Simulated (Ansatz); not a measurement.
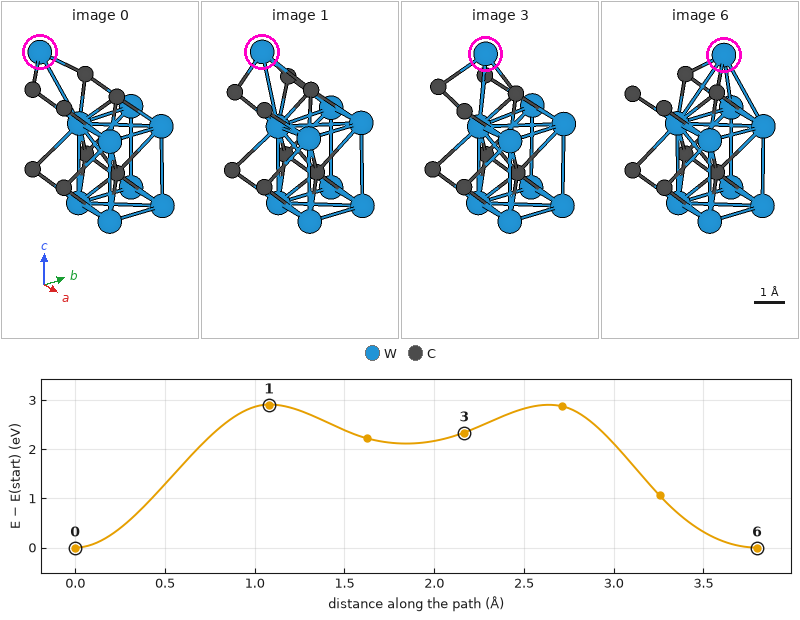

A search for the minimum-energy path of W on WC(001) (17 atoms in the cell) by the nudged elastic band. Images are numbered from 0 (start) to 6 (end). The picture is a ball-and-stick view of the simulation cell, with the vacuum cut short (origin moved), seen slightly off an axis. The moving atom is ringed, with any periodic copies. Bonds to atoms that aren't drawn are left out.

Computed with Ansatz 0.2.0, DFT PBEsol, scalar-relativistic, plane waves, PAW. Set-up: plane-wave cutoff 420 eV; k-point mesh 4 × 4 × 1; Gaussian smearing 0.15 eV; 4 atoms held fixed; 5 movable images; climbing image; force threshold 0.03 eV/Å; iteration limit 42; starting path by straight interpolation.

Describe the mechanism and the energy profile.

Answer. The two ends have the same energy, and the highest point, image 1, lies 2.91 eV above the start. The profile has 2 maxima (images 1, 4) with a dip at image 2 (+2.22 eV), so the process runs in steps. The adsorbate starts on a hollow site and hops by a lattice vector of the surface; other mechanisms, such as exchange with a surface atom, weren't searched. The path has more than one stage, and so few images may leave a stage unresolved. A W atom travels furthest, 2.90 Å from end to end, on a path that bends up to 0.76 Å away from the straight line. At the highest image its nearest neighbour (C) is 1.86 Å away, against 1.91 Å at the start, and the surrounding atoms stand up to 0.28 Å off the mean of their end positions. The band converged in 25 iterations. The climbing image converged on the top of the path. A check of its curvatures found one unstable direction (−7.4 eV/Å²), as a transition state must have.

Limits of the set-up: the periodic images lie only 5.8 Å apart, so the values are limited by the cell's size.

Cost: 56 min on 4 threads of Arm Neoverse V1 (shared host), peak memory 3.4 GiB.

PAW datasets: the set soft_1.
